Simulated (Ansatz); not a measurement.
Ti, as given below.

```
CELL_PARAMETERS angstrom
2.59972 0.00000 0.00000
0.00000 2.59972 0.00000
0.00000 0.00000 2.59972
ATOMIC_POSITIONS crystal
Ti 0.00000 0.00000 0.00000
```

Basis of the simulation: the geometry relaxed with Ansatz 0.2.0, DFT, PBEsol, plane waves (420 eV) with PAW, scalar-relativistic; the starting structure was generated, so it need not be a known form of this composition.

Q: Where will the first 4 clear peaks of its neutron PDF lie (peak width σ = 0.08 Å), and from which pairs do they come?

A: 1. 2.60 Å: Ti–Ti at 2.60 Å
2. 3.68 Å: Ti–Ti at 3.68 Å
3. 4.50 Å: Ti–Ti at 4.50 Å
4. 5.20 Å: Ti–Ti at 5.20 Å

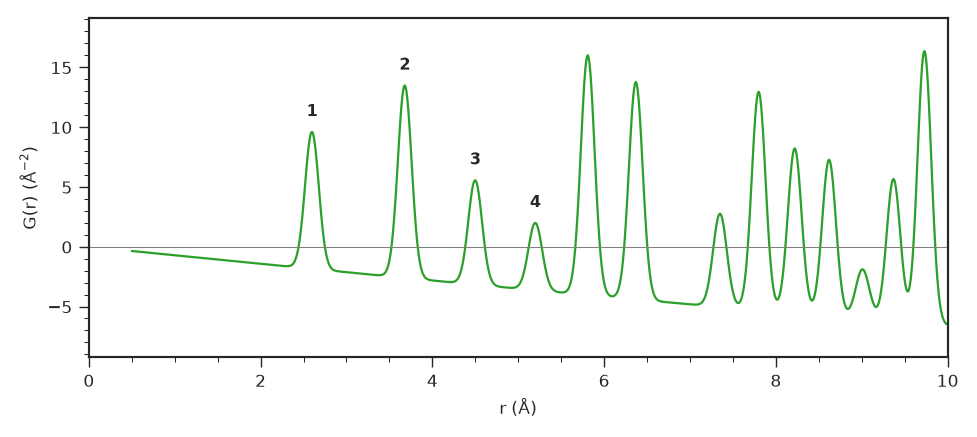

Computed neutron G(r), with each pair weighted by the product of the tabulated coherent neutron scattering lengths (natural isotope mix where the element has one) and a uniform peak width σ = 0.08 Å, damped by exp(−(Q_damp r)²/2) with Q_damp = 0.040 Å⁻¹.
